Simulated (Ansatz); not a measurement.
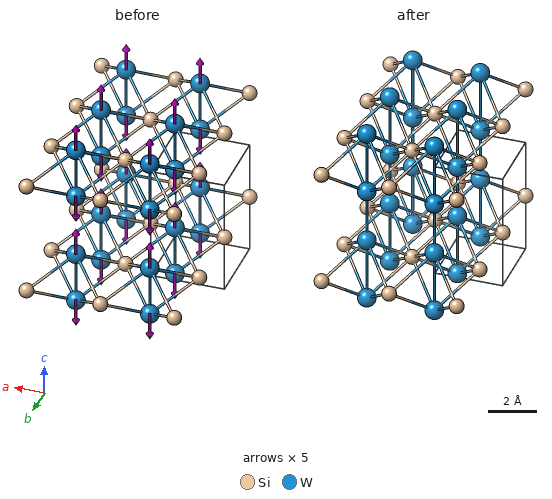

The structure of solid SiW2 (a generated structure, set up in P4/mmm) (coarse preliminary run) before (left) and after (right) a relaxation, at one scale. The purple arrows give the displacements (the part carried along by the change of the cell is left out), magnified 5 times.

The picture is a ball-and-stick view of the cell of the calculation, repeated 2 × 3 × 2 with one cell outlined, seen from a free direction.

Theory: Ansatz, DFT PBE, scalar-relativistic, plane waves, PAW. (plane-wave cutoff 420 eV; k-point mesh 6 × 6 × 4; occupations gaussian; smearing width 0.1 eV; no spin polarisation; cell and atoms relaxed; force threshold 0.04 eV/Å; at most 70 steps)

### What changed between the two?

The largest moves relative to the cell, 0.26 Å, are those of W atoms. Si stays in place. The drawn cell changes as follows: a = b 3.314 → 3.030 Å (−8.6 %), c 5.262 → 5.388 Å (+2.4 %); the volume changes by −14.4 %. Near-neighbour distances that change, for instance: W–W 2.330 → 2.907 Å, W–W 2.932 → 2.481 Å, W–W 3.314 → 3.030 Å, Si–W 2.617 → 2.589 Å. Bond angles that change, for instance: Si–W–Si 127.1° → 111.7°, Si–W–W 63.6° → 55.8°, Si–W–Si 78.6° → 71.6°. The space group stays P4/mmm (No. 123). After 6 accepted moves (8 points after the start) the energy has fallen by 267 meV per atom. The largest force component goes from 1.7 to 0.0088 eV/Å. Pressure: −6.82 GPa at the start and −0.03 GPa at the end. The line search rejected the trial step at point 4 of the run. At 1 point the geometry stayed and the basis and grid were re-selected for the new cell (energy shift of 0.5 meV per atom at most each time). Cost: 11 s on 1 thread of Intel(R) Xeon(R) 6975P-C (Granite Rapids), with other jobs on the host, peak memory 0.39 GiB.
